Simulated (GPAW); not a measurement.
# Optical response of ZnS (Wurtzite-2H), part 2 of 2

Aim: the dielectric function of ZnS (Wurtzite-2H), and the optical constants that follow from it. The cell comes from an older database entry, whose edges can differ from later determinations, mostly by under a per cent.

GPAW 26.7.0; DFT, PBE, plane-wave PAW (GPAW data sets), scalar-relativistic, RPA, optical limit.

So far. Step 2 (Ground state): There is a gap, 2.24 eV on this mesh (points off the mesh can give less), so no carriers' term is needed.

The database entry behind the starting cell differs from later determinations by our own check (about 0.4 % short), so it need not match the best structure at ambient conditions.

## 4. Dielectric function, RPA (continued)

The Im ε has structure finer than the step of the table below, so its rows give means over 1 eV, whole bins alone (the curve runs from 0 to 21.9 eV). Peaks (eV: height): E ∥ x 5.5: 8.83, 6.7: 7.52; E ∥ z 5.5: 9.93, 6.7: 7.09.

Values under the direct gap are tails of Lorentzian lines. Table of Im ε by photon energy; means over each step:

```
photon energy (eV)   E ∥ x   E ∥ z
                 1  0.0708  0.0775
                 2   0.357   0.422
                 3    1.14    1.22
                 4    2.96    2.88
                 5    6.53    8.05
                 6    7.42    6.75
                 7    6.87    6.50
                 8    4.79    4.72
                 9    4.03    3.71
                10    2.87    2.75
                11    2.37    2.21
                12    1.73    1.68
                13    1.22    1.14
                14   0.934    1.00
                15   0.719   0.813
                16   0.565   0.653
                17   0.494   0.530
                18   0.450   0.426
                19   0.466   0.440
                20   0.397   0.418
                21   0.337   0.324
```

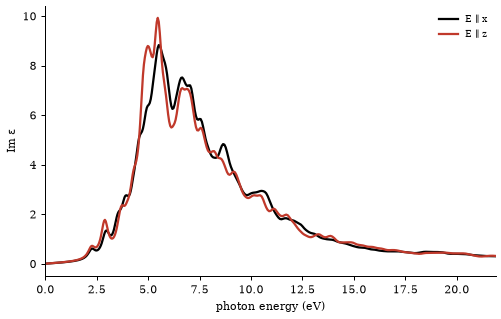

Im ε, plotted against photon energy.

Re ε against photon energy:

```
photon energy (eV)    E ∥ x    E ∥ z
                 0     5.49     5.58
                 1     5.65     5.75
                 2     6.29     6.46
                 3     6.85     6.42
                 4     7.65     8.26
                 5     7.15     6.56
                 6     2.13     1.44
                 7    0.781    0.499
                 8   -0.541   -0.334
                 9    -1.19   -0.619
                10   -0.587   -0.584
                11    -1.27   -0.706
                12   -0.786   -0.930
                13   -0.688   -0.387
                14   -0.444   -0.403
                15   -0.280   -0.216
                16  -0.0825  -0.0851
                17   0.0976   0.0474
                18    0.226    0.173
                19    0.265    0.295
                20    0.300    0.315
                21    0.335    0.328
```

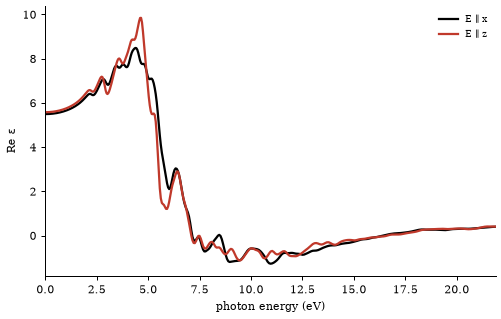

Re ε, plotted against photon energy.

Values under the direct gap are tails of Lorentzian lines. The loss function −Im 1/ε at q → 0 by energy loss; read off at these points:

```
energy loss (eV)    E ∥ x    E ∥ z
             0.0        0        0
             1.0  0.00211  0.00222
             2.0  0.00799  0.00891
             3.0   0.0273   0.0346
             4.0   0.0415   0.0342
             5.0   0.0695   0.0731
             6.0    0.129    0.161
             7.0    0.137    0.143
             8.0    0.219    0.221
             9.0    0.231    0.269
            10.0    0.338    0.353
            11.0    0.331    0.417
            12.0    0.474    0.450
            13.0    0.621    0.814
            14.0    0.861    0.823
            15.0     1.23     1.13
            16.0     1.73     1.49
            16.6     1.98     1.80
            17.0     1.92     1.82
            17.8     1.95     2.07
            18.0     1.82     2.06
            19.0     1.61     1.57
            19.6     1.73     1.58
            20.0     1.60     1.53
            21.0     1.49     1.52
```

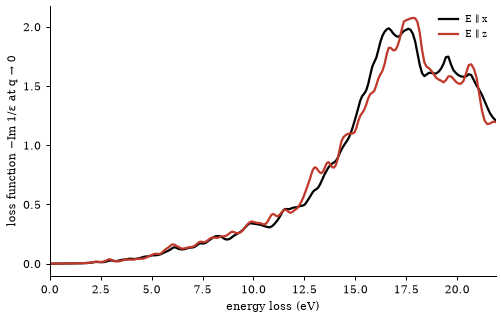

Loss function −Im 1/ε at q → 0, plotted against energy loss.

Table of refractive index n and extinction k by photon energy:

```
photon energy (eV)  n, E ∥ x  k, E ∥ x  n, E ∥ z  k, E ∥ z
               0.0      2.34         0      2.36         0
               2.5      2.56     0.105      2.60     0.131
               5.0      2.89      1.10      2.96      1.48
               7.5      1.69      1.73      1.65      1.65
              10.0      1.08      1.32      1.05      1.29
              12.5     0.661      1.14     0.582      1.05
              15.0     0.489     0.721     0.567     0.734
              17.5     0.558     0.417     0.536     0.435
              20.0     0.632     0.314     0.647     0.321
```

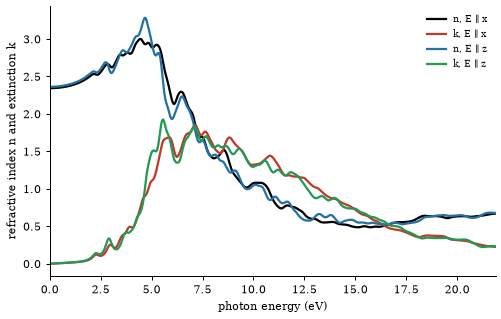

Refractive index n and extinction k against photon energy.

The reflectivity at normal incidence has structure finer than the step of the table below, so its rows give means over 2 eV, whole bins alone (the curve runs from 0 to 21.9 eV). Peaks (eV: height): E ∥ x 5.6: 34.0, 7.2: 36.0, 8.9: 36.0, 11.1: 37.4, 12.6: 35.5; E ∥ z 5.5: 37.3, 7.2: 35.5, 9.4: 34.7, 10.7: 34.0, 12.3: 36.5, 14.1: 29.0.

Table of reflectivity at normal incidence by photon energy; means over each step:

```
photon energy (eV)  E ∥ x (%)  E ∥ z (%)
                 2       18.5       18.9
                 4       24.8       26.0
                 6       31.9       32.0
                 8       33.2       32.8
                10       32.5       31.6
                12       34.0       32.7
                14       30.8       25.8
                16       22.3       21.2
                18       11.8       12.9
                20       8.81       8.44
```

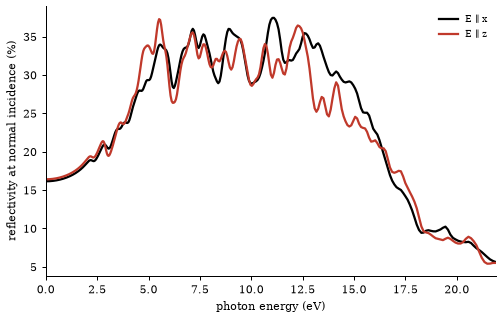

Reflectivity at normal incidence, plotted against photon energy.

At chosen wavelengths:

```
wavelength (nm)   n x    k x  R (%) x   1/α x   n z    k z  R (%) z   1/α z
           1550  2.36  0.011     16.4   11 µm  2.38  0.012     16.7   11 µm
            800  2.43  0.028     17.4  2.3 µm  2.46  0.031     17.8  2.1 µm
            532  2.52  0.118     18.8  358 nm  2.56  0.137     19.3  308 nm
            450  2.65  0.163     20.6  219 nm  2.69  0.247     21.3  145 nm
            365  2.78  0.287     22.6  101 nm  2.76  0.217     22.1  134 nm
            308  2.82  0.486     23.9   50 nm  2.92  0.447     25.0   55 nm
            248  2.89  1.105     29.3   18 nm  2.96  1.483     33.8   13 nm
```

Below the direct gap, k and the depth come from the tails of the Lorentzian lines, not from transitions.

Rows near the edge hang on the gap, which this functional as a rule makes too small, and phonon-assisted absorption is left out.

At 1064 nm the birefringence n(z) − n(x) is +0.021: the crystal is uniaxial positive at this level.

## 5. Summary of results

- electronic dielectric constant ε∞, mean over x, y and z (by symmetry where fewer were run) (RPA): 5.52
- main peak of Im epsilon, first axis: 5.53 eV

What this shows: At this level (PBE, RPA) ZnS has a mean ε∞ = 5.52 and n = 2.36 at 1550 nm (E ∥ x), and Im ε peaks at 5.5 eV (E ∥ x). On the mesh the gap is 2.24 eV and the least direct gap 2.24 eV. Local fields change the static value along x from 6.19 to 5.49 (-11 %). Distinct maxima of Im ε, read by a parabola through the highest points, lie at 5.53 eV (8.8), 6.64 eV (7.5) and 8.66 eV (4.8) for E ∥ x. The static values by axis are 5.49 (x), 5.58 (z). At 1064 nm the birefringence n(z) − n(x) is +0.021: the crystal is uniaxial positive at this level. Excitons and phonon-assisted transitions are missing; PBE gaps are as a rule too small, which pulls the onset down and ε∞ up. The sum runs over mesh points, so small or evenly spaced maxima can still be ripples of the mesh. The mesh misses the corner K of the hexagonal zone, so gaps read from it can be too wide where band edges lie there. In this version of GPAW the matrix elements of the optical limit are incomplete, which can lower ε − 1 by up to a tenth where first-row anions or d states rule, and shift it by more in d metals.

[Machine, clock and banner lines and Python warnings are left out of the logs.]

[Logs are printed without paths, hosts, clocks, repeated set-up lines and the standing remarks that a program may print on its own settings, such as how far it seeks lower states.]

[Hosts, paths, dates, database ids (printed as entryN), source tags and the programs' standing remarks are cut or masked in the printed files.]
